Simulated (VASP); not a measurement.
# Run report: HfS2, geometry relaxation (part 2 of 3)

HfS2 (P-3m1, 3 atoms in the cell); Kohn-Sham DFT of a periodic cell, PBE with D3(BJ), VASP PAW PBE potentials, recommended, no spin polarisation (VASP 6.6.1); cutoff 600 eV, 9×9×5 k-mesh, Gaussian smearing of 0.03 eV. The structure derives from a Materials Project entry.

Geometry of the input (Å; fractional positions):
```
3.6397  0.0000  0.0000
-1.8198  3.1520  0.0000
0.0000  0.0000  6.0556
Hf 0.0000  0.0000  0.0000
S  0.6667  0.3333  0.7640
S  0.3333  0.6667  0.2360
```

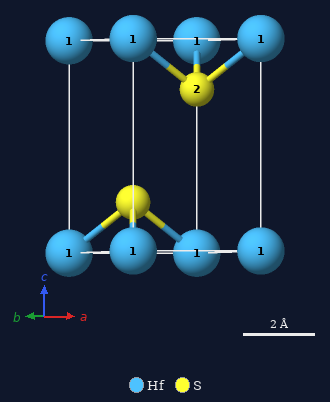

**Figure 1.** The starting structure (ball-and-stick view of the cell of the calculation, seen at an oblique angle; atoms are numbered from 1 in the order of the input).

Parts of OUTCAR, continued:
```
  length of vectors
     3.639664180  3.639664180  6.055562470     0.317254692  0.317254692  0.165137426

  position of ions in fractional coordinates (direct lattice)
     0.000000000  0.000000000  0.000000000
     0.666666670  0.333333330  0.763952050
     0.333333330  0.666666670  0.236047950

  ion indices of the primitive-cell ions
   primitive index   ion index
                 1           1
                 2           2
                 3           3

----------------------------------------------------------------------------------------

 KPOINTS: Automatic mesh

Automatic generation of k-mesh.
 Grid dimensions read from file:
 generate k-points for:    9    9    5

 Generating k-lattice:

  Cartesian coordinates                     Fractional coordinates (reciprocal lattice)
     0.030527847  0.017625261  0.000000000     0.111111111  0.000000000  0.000000000
     0.000000000  0.035250521  0.000000000     0.000000000  0.111111111  0.000000000
     0.000000000  0.000000000  0.033027485     0.000000000  0.000000000  0.200000000

  Length of vectors
     0.035250521  0.035250521  0.033027485

  Shift w.r.t. Gamma in fractional coordinates (k-lattice)
     0.000000000  0.000000000  0.000000000

 Subroutine IBZKPT returns following result:
 ===========================================

 Found     50 irreducible k-points:

 Following reciprocal coordinates:
            Coordinates               Weight
  0.000000  0.000000  0.000000      1.000000
  0.111111  0.000000  0.000000      6.000000
  0.222222 -0.000000  0.000000      6.000000
  0.333333 -0.000000  0.000000      6.000000
  0.444444 -0.000000  0.000000      6.000000
  0.111111  0.111111  0.000000      6.000000
  0.222222  0.111111  0.000000     12.000000
  0.333333  0.111111  0.000000     12.000000
  0.444444  0.111111  0.000000      6.000000
  0.222222  0.222222  0.000000      6.000000
  0.333333  0.222222  0.000000     12.000000
  0.333333  0.333333  0.000000      2.000000
  0.000000  0.000000  0.200000      2.000000
  0.111111  0.000000  0.200000      6.000000
  0.000000  0.111111  0.200000      6.000000
  0.222222 -0.000000  0.200000      6.000000
  0.000000  0.222222  0.200000      6.000000
  0.333333 -0.000000  0.200000      6.000000
  0.000000  0.333333  0.200000      6.000000
  0.444444 -0.000000  0.200000      6.000000
  0.000000  0.444444  0.200000      6.000000
  0.111111  0.111111  0.200000     12.000000
  0.222222  0.111111  0.200000     12.000000
 -0.111111  0.333333  0.200000     12.000000
 [... further k-points ...]
   k-points           NKPTS =     50   k-points in BZ     NKDIM =     50   number of bands    NBANDS=     15
   number of dos      NEDOS =    301   number of ions     NIONS =      3
   total plane-waves  NPLWV =  43200
   dimension x,y,z NGX =    30 NGY =   30 NGZ =   48
   dimension x,y,z NGXF=    60 NGYF=   60 NGZF=   96
   ions per type =               1   2
   NGX,Y,Z   is equivalent  to a cutoff of  13.70, 13.70, 13.18 a.u.
   NGXF,Y,Z  is equivalent  to a cutoff of  27.41, 27.41, 26.36 a.u.
 SYSTEM =  HfS2
   PREC   = accura    normal or accurate (medium, high low for compatibility)
   ISTART =      0    job   : 0-new  1-cont  2-samecut
   ICHARG =      2    charge: 1-file 2-atom 10-const
   ISPIN  =      1    spin polarized calculation?
   LNONCOLLINEAR =      F non collinear calculations
   LSORBIT =      F    spin-orbit coupling
   LASPH  =      T    aspherical Exc in radial PAW
   ENCUT  =  600.0 eV  44.10 Ry    6.64 a.u.   7.27  7.27 12.09*2*pi/ulx,y,z
   NELM   =     80;   NELMIN=  2; NELMDL= -5     # of ELM steps
   EDIFF  = 0.1E-05   stopping-criterion for ELM
   LREAL  =      F    real-space projection
   EDIFFG = -.1E-01   stopping-criterion for IOM
   NSW    =     90    number of steps for IOM
   IBRION =      2    ionic relax: 0-MD 1-quasi-New 2-CG
   NFREE  =      1    steps in history (QN), initial steepest desc. (CG)
   ISIF   =      3    stress and relaxation
   ISYM   =      2    0-nonsym 1-usesym 2-fastsym
   POTIM  = 0.5000    time-step for ionic-motion
   TEBEG  =    0.0;   TEEND  =   0.0 temperature during run
   PSTRESS=    0.0 pullay stress
   NELECT =      22.0000    total number of electrons
   NUPDOWN=      -1.0000    fix difference up-down
   EMIN   =  10.00;   EMAX   =-10.00  energy-range for DOS
   EFERMI =   0.00;   METHOD = LEGACY
   ISMEAR =     0;   SIGMA  =   0.03  broadening in eV -4-tet -1-fermi 0-gaus
   EFERMI_NEDOS =   21; number of points for ismear=-14 and -15
   IALGO  =     38    algorithm
   IMIX   =      4    mixing-type and parameters
     AMIX     =   0.40;   BMIX     =  1.00
     AMIX_MAG =   1.60;   BMIX_MAG =  1.00
  volume/ion in A,a.u.               =      23.16       156.27
  Fermi-wavevector in a.u.,A,eV,Ry     =   1.115869  2.108686 16.941474  1.245163
  Thomas-Fermi vector in A             =   2.252478
   LORBIT       =      0    0 simple, 1 ext, 2 COOP (PROOUT), +10 PAW based schemes
   GGA     = PE    functional components
   LHFCALC =     F    Hartree Fock is set to
   AEXX    =    0.0000 exact exchange contribution
   IVDW    =    12    specifies the selected vdW correction
   LEPSILON=     F    determine dielectric tensor
   LRPA    =     F    only Hartree local field effects (RPA)
 conjugate gradient relaxation of ions
 non-spin polarized calculation
 Gauss-broadening in eV      SIGMA  =   0.03
  energy-cutoff  :      600.00
  volume of cell :       69.47
 maximum number of plane-waves:      2346
 NGX is ok and might be reduce to    30
   NGX = 15   NGY = 15   NGZ = 25

--------------------------------------- Ionic step        1  -------------------------------------------

 number of electron      22.0000001 magnetization

 Free energy of the ion-electron system (eV)
  ---------------------------------------------------
  ext. energy  EPLUGINS =         0.00000000
  ---------------------------------------------------
  free energy    TOTEN  =       -22.91120183 eV

  energy without entropy =      -22.91120183  energy(sigma->0) =      -22.91120183

------------------------ aborting loop because EDIFF is reached ----------------------------------------

 Edisp (eV)   -0.94690

 E8    (eV) :    -0.4072

  FORCE on cell =-STRESS in cart. coord.  units (eV):
  Direction    XX          YY          ZZ          XY          YZ          ZX
  --------------------------------------------------------------------------------------
  -------------------------------------------------------------------------------------
  Total      -0.58951    -0.58951    -0.18520     0.00000     0.00000     0.00000
  in kB     -13.59541   -13.59541    -4.27116     0.00000     0.00000     0.00000
  external pressure =      -10.49 kB  Pullay stress =        0.00 kB

 VOLUME and BASIS-vectors are now :
 -----------------------------------------------------------------------------
  energy-cutoff  :      600.00
  volume of cell :       69.47
      direct lattice vectors                 reciprocal lattice vectors
     3.639664180  0.000000000  0.000000000     0.274750623  0.158627346  0.000000000
    -1.819832090  3.152041641  0.000000000     0.000000000  0.317254692  0.000000000
     0.000000000  0.000000000  6.055562470     0.000000000  0.000000000  0.165137426

 POSITION                                       TOTAL-FORCE (eV/Angst)
 -----------------------------------------------------------------------------------
      0.00000      0.00000      0.00000        -0.000000      0.000000      0.000000
      1.81983      1.05068      4.62616         0.000000      0.000000     -0.162035
     -0.00000      2.10136      1.42940        -0.000000     -0.000000      0.162035
 -----------------------------------------------------------------------------------
    total drift:                               -0.000000      0.000000      0.000000

  FREE ENERGIE OF THE ION-ELECTRON SYSTEM (eV)
  ---------------------------------------------------
  free  energy   TOTEN  =       -23.8581001352 eV

  energy  without entropy=      -23.8581001352  energy(sigma->0) =      -23.85810014

--------------------------------------- Ionic step        2  -------------------------------------------

 number of electron      22.0000001 magnetization

------------------------ aborting loop because EDIFF is reached ----------------------------------------

 Edisp (eV)   -0.96981

 E8    (eV) :    -0.4173

  FORCE on cell =-STRESS in cart. coord.  units (eV):
  Direction    XX          YY          ZZ          XY          YZ          ZX
  --------------------------------------------------------------------------------------
  -------------------------------------------------------------------------------------
  Total       0.31027     0.31027     0.25931     0.00000     0.00000     0.00000
  in kB       7.31497     7.31497     6.11355     0.00000     0.00000     0.00000
  external pressure =        6.91 kB  Pullay stress =        0.00 kB

 VOLUME and BASIS-vectors are now :
 -----------------------------------------------------------------------------
  energy-cutoff  :      600.00
  volume of cell :       67.96
      direct lattice vectors                 reciprocal lattice vectors
     3.605160884  0.000000000  0.000000000     0.277380131  0.160145494  0.000000000
    -1.802580442  3.122160910  0.000000000     0.000000000  0.320290987  0.000000000
     0.000000000  0.000000000  6.037527847    -0.000000000 -0.000000000  0.165630706

 POSITION                                       TOTAL-FORCE (eV/Angst)
 -----------------------------------------------------------------------------------
      3.60516      0.00000      0.00000        -0.000000      0.000000      0.000000
      1.80258      1.04072      4.60459        -0.000000      0.000000     -0.315844
     -0.00000      2.08144      1.43294         0.000000     -0.000000      0.315844
 -----------------------------------------------------------------------------------
    total drift:                                0.000000      0.000000      0.000000

  FREE ENERGIE OF THE ION-ELECTRON SYSTEM (eV)
  ---------------------------------------------------
  free  energy   TOTEN  =       -23.8644064100 eV

  energy  without entropy=      -23.8644064100  energy(sigma->0) =      -23.86440641

--------------------------------------- Ionic step        3  -------------------------------------------

 number of electron      22.0000001 magnetization

------------------------ aborting loop because EDIFF is reached ----------------------------------------

 Edisp (eV)   -0.96735

 E8    (eV) :    -0.4162

  FORCE on cell =-STRESS in cart. coord.  units (eV):
  Direction    XX          YY          ZZ          XY          YZ          ZX
  --------------------------------------------------------------------------------------
  -------------------------------------------------------------------------------------
  Total       0.23321     0.23321     0.22785     0.00000     0.00000     0.00000
  in kB       5.48531     5.48531     5.35929     0.00000     0.00000     0.00000
  external pressure =        5.44 kB  Pullay stress =        0.00 kB

 VOLUME and BASIS-vectors are now :
 -----------------------------------------------------------------------------
  energy-cutoff  :      600.00
  volume of cell :       68.12
      direct lattice vectors                 reciprocal lattice vectors
     3.608826694  0.000000000  0.000000000     0.277098372  0.159982819  0.000000000
    -1.804413347  3.125335595  0.000000000     0.000000000  0.319965639  0.000000000
     0.000000000  0.000000000  6.039443940    -0.000000000 -0.000000000  0.165578158

 POSITION                                       TOTAL-FORCE (eV/Angst)
 -----------------------------------------------------------------------------------
      0.00000      0.00000      6.03944         0.000000      0.000000      0.000000
      1.80441      1.04178      4.60688        -0.000000     -0.000000     -0.299155
     -0.00000      2.08356      1.43256         0.000000      0.000000      0.299155
 -----------------------------------------------------------------------------------
    total drift:                               -0.000000     -0.000000      0.000000

  FREE ENERGIE OF THE ION-ELECTRON SYSTEM (eV)
  ---------------------------------------------------
  free  energy   TOTEN  =       -23.8645111382 eV

  energy  without entropy=      -23.8645111382  energy(sigma->0) =      -23.86451114

 E-fermi :   3.2462     XC(G=0):  -9.5448     alpha+bet : -9.9734

 val. band max:        3.0935860943   @ k =   0.0000   0.0000   0.0000
 cond. band min:       4.1988892479   @ k =   0.0000   0.4444   0.4000
 fundamental gap:      1.1053031536
 Fermi energy:         3.2462248112

 k-point     1 :       0.0000    0.0000    0.0000
  band No.  band energies     occupation
      1     -27.5434      2.00000
      2     -27.4248      2.00000
      3     -27.4248      2.00000
      4      -9.9800      2.00000
      5      -8.3115      2.00000
      6      -1.6062      2.00000
      7       0.3973      2.00000
      8       0.3973      2.00000
      9       2.9861      2.00000
     10       3.0936      2.00000
     11       3.0936      2.00000
     12       5.1502      0.00000
     13       5.1502      0.00000
     14       5.7138      0.00000
     15       8.7232      0.00000

 k-point     2 :       0.1111    0.0000    0.0000
  band No.  band energies     occupation
      1     -27.5385      2.00000
      2     -27.4501      2.00000
      3     -27.4304      2.00000
      4      -9.8325      2.00000
      5      -8.3309      2.00000
      6      -1.4270      2.00000
      7       0.2000      2.00000
      8       0.4723      2.00000
      9       2.2226      2.00000
     10       2.7523      2.00000
     11       3.0487      2.00000
     12       5.1450      0.00000
     13       5.5672      0.00000
     14       5.9452      0.00000
     15       8.2352      0.00000

 k-point     3 :       0.2222   -0.0000    0.0000
  band No.  band energies     occupation
      1     -27.5267      2.00000
      2     -27.5128      2.00000
      3     -27.4447      2.00000
      4      -9.4380      2.00000
      5      -8.3769      2.00000
      6      -0.9614      2.00000
      7      -0.0950      2.00000
      8       0.6280      2.00000
      9       0.7704      2.00000
     10       2.2326      2.00000
     11       2.7988      2.00000
     12       4.8379      0.00000
     13       6.2630      0.00000
     14       6.4714      0.00000
     15       8.4801      0.00000

 k-point     4 :       0.3333   -0.0000    0.0000
  band No.  band energies     occupation
      1     -27.5847      2.00000
      2     -27.5114      2.00000
      3     -27.4609      2.00000
      4      -8.9621      2.00000
      5      -8.3968      2.00000
      6      -0.9900      2.00000
      7      -0.0122      2.00000
      8       0.0368      2.00000
      9       0.7009      2.00000
     10       1.9480      2.00000
     11       2.0763      2.00000
     12       4.5253      0.00000
     13       6.8325      0.00000
     14       7.0673      0.00000
     15       9.2004      0.00000

 k-point     5 :       0.4444   -0.0000    0.0000
  band No.  band energies     occupation
      1     -27.6302      2.00000
      2     -27.5021      2.00000
      3     -27.4715      2.00000
      4      -8.7208      2.00000
      5      -8.2873      2.00000
      6      -1.6651      2.00000
      7       0.1270      2.00000
      8       0.5349      2.00000
      9       0.6659      2.00000
     10       1.3731      2.00000
     11       1.8951      2.00000
     12       4.3600      0.00000
     13       7.2344      0.00000
     14       7.3766      0.00000
     15       9.2683      0.00000

 [... the levels of 18 k-points are left out ...]
```
